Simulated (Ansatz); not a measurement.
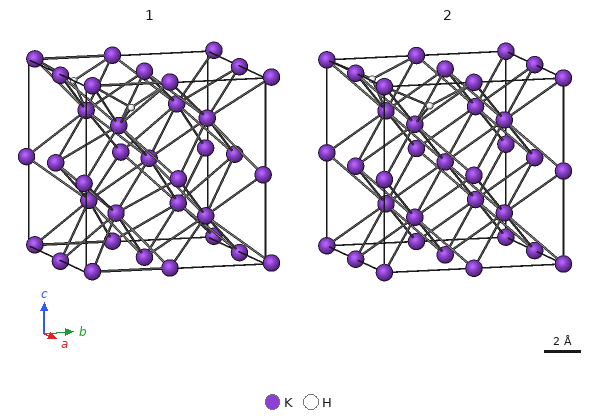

Two geometries of a defect cell of composition K₁₆H, drawn at one scale. One is the start of a relaxation, the other its converged end. Style: ball-and-stick. Shown: the cell of the calculation, slightly off an axis.

Computed with Ansatz, DFT PBEsol, scalar-relativistic, plane waves, PAW. Settings: plane-wave cutoff 420 eV; k-point mesh 2 × 2 × 2; occupations gaussian; smearing width 0.15 eV; no spin polarisation; atoms relaxed in a fixed cell; force threshold 0.03 eV/Å; at most 60 steps.

Q: Which geometry has the lower energy?

A: Structure 1 is the relaxed one. It is an interstitial H in bcc K. The run prepares an end point of a later path (interstitial hop) calculation, from a guessed geometry. The atoms of the start lie slightly off their symmetric places, so part of the fall in energy undoes that. The largest moves, 0.35 Å, are those of K atoms. Largest moves by element: K 0.35 Å, H 0.10 Å. The cell stays as it was. Some distances before and after: K–K 5.230 → 4.529 Å, K–K 4.529 → 4.168 Å, H–K 2.977 → 2.630 Å, H–K 2.907 → 2.630 Å. Bond angles that change, for instance: K–H–K 130.5° → 119.0°. The energy falls by 0.168 eV per cell of the calculation in 5 geometry steps. Largest force component: 0.21 eV/Å at the start, 0.0035 eV/Å at the end.
